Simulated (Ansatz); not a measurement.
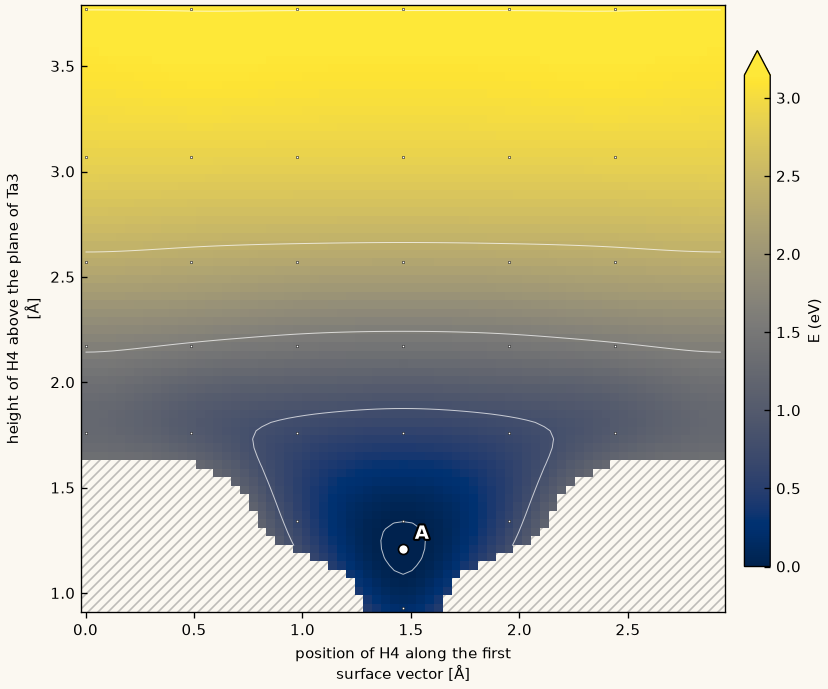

H on a Ta(111) slab cut from the Fm-3m phase, its upper half relaxed before the scan (3 atoms of substrate and one adsorbate in a 1 × 1 cell). H is moved along a line over the surface and along the normal, above a rigid substrate. First axis: position of H4 along the first surface vector, from above Ta3. Second axis: height of H4 above the plane of Ta3. The scan uses a 6 × 7 grid; 23 points were computed and 11 follow by symmetry. At 8 points there is no value (left out of the scan, as a rule where atoms come close). Points are written as (first, second). All energies are given in eV relative to the lowest grid point. Computed with Ansatz 0.2.0, DFT LDA, scalar-relativistic, plane waves, PAW. Settings: cutoff 420 eV, k-mesh 9×9×1, gaussian smearing 0.1 eV, spin-polarised.

Drawn: a smooth colour map with a few white contour lines, dots at the grid points, one colour for all values above the top of the scale, hatched blanks where no value was computed, the point A. Between grid points the surface is interpolated.

Find the lowest pass out of the well at A.

The easiest path leads from the well at about (1.46 Å, 1.21 Å) to its copy one period on. Its highest point lies about 1.3 eV above the bottom of the first well on the interpolated surface, at (0.00 Å, 1.76 Å) [nearest 1 Ta at 1.76 Å]. This is the barrier on the constrained surface; relaxing the other coordinates would change it.

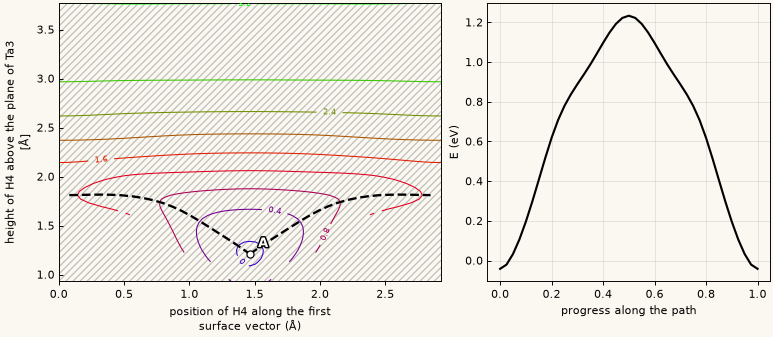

Drawn: contour lines labelled in eV (none above 3.2), a line along the lowest path, hatched blanks where no value was computed, the energy along the path at the right. Between grid points the surface is interpolated.

PAW datasets: the set soft_1.
